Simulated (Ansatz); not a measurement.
```xyz
12
Lattice="2.4968 -4.3246 0.0000 7.4904 4.3246 0.0000 0.0000 0.0000 4.1153" Properties=species:S:1:pos:R:3 pbc="T T T"
Fe    2.4968    0.0000    0.0000
Fe    7.4904    0.0000    0.0000
Fe    3.7452   -2.1623    0.0000
Fe    6.2420    2.1623    0.0000
Fe    1.2484   -2.1623    0.0000
Fe    3.7452    2.1623    0.0000
Ge    0.0000    0.0000    0.0000
Ge    4.9936    0.0000    0.0000
Ge    2.4968   -1.4415    2.0576
Ge    4.9936    2.8831    2.0576
Ge    2.4968    1.4415    2.0576
Ge    7.4903    1.4415    2.0576
```

Space group P6/mmm; a structure from a database of computed crystals, not necessarily the ambient phase; started from the FeGe prototype, which need not be the ambient phase; computed pressure about −2 GPa in this cell; the SCF solution may not be the lowest one; the program warned that another magnetic order may lie lower; spin-polarised.

Computed with DFT r2SCAN, scalar-relativistic, plane waves, PAW (Ansatz 0.2.0).

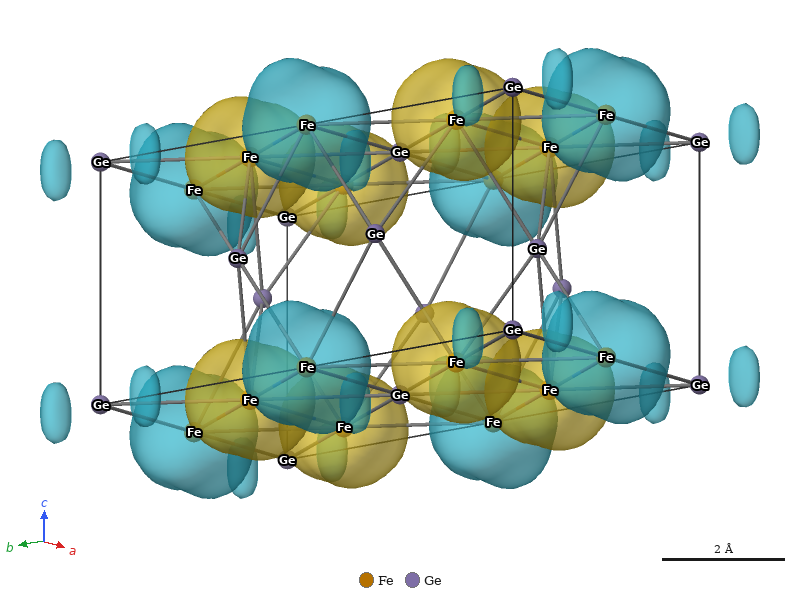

FeGe. Isosurfaces of the spin density at +0.04 (yellow) and −0.04 e/Å³ (cyan), seen at an oblique angle. Sticks mark near contacts.

Core electrons are frozen (PAW), and the valence fields are smoothed inside the atomic spheres.

### Where is the spin, and how is it ordered?

The spin density sits on Fe: +1.8 μB (×4) and −2.4 μB (×2) in one cell of 12 atoms: ferrimagnetic (opposed moments on unlike sites) in this solution. The cell of the calculation (6 atoms) carries 1.1 μB of net spin moment.
